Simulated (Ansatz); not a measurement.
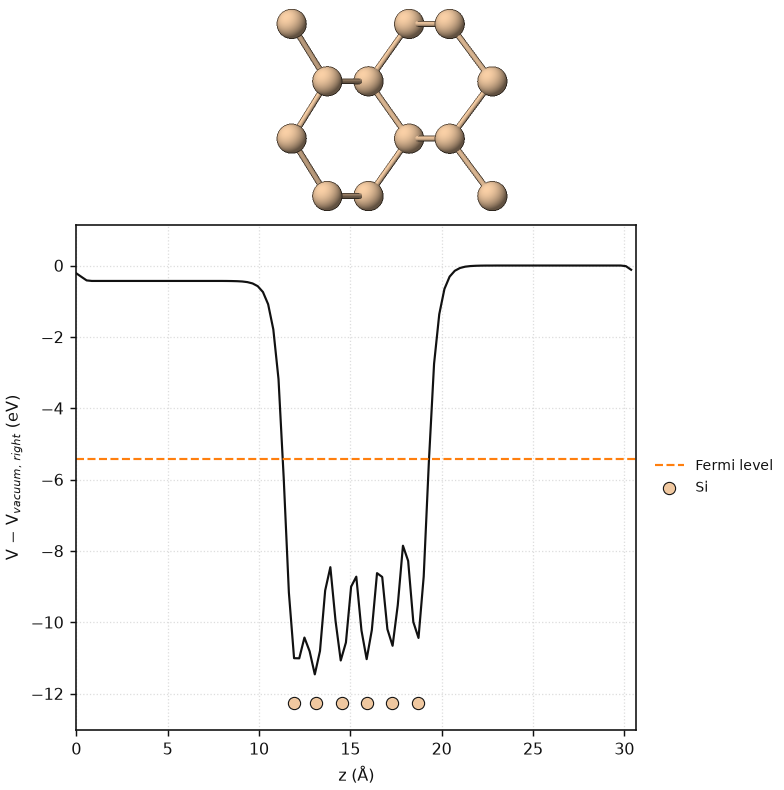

Plane-averaged electrostatic potential energy of an electron across the slab; circles at the bottom mark the heights of the atoms. The structure is drawn too.

System: Si (slab), 6 atoms in the cell.

Level of theory: DFT PBE, scalar-relativistic, plane waves, PAW, no spin polarisation, 9×9×1 k mesh; code Ansatz.

### Read off the work function of each face.

The work function is 5.41 eV at the right face and 4.98 eV at the left.

### How thick are slab and vacuum?

The outermost atoms are 6.8 Å apart, which leaves 23.9 Å of vacuum in a cell 30.7 Å high.

### Do the two faces differ, and what does that say about the slab's dipole?

The vacuum level is 0.43 eV higher at the right than at the left, so the slab carries a dipole along its normal; the ramp in the vacuum, at or near the edge of the plot, is the dipole correction that keeps each side flat.

The atoms aren't at rest in this cell (largest force 0.5 eV/Å), so the relaxed material can differ.
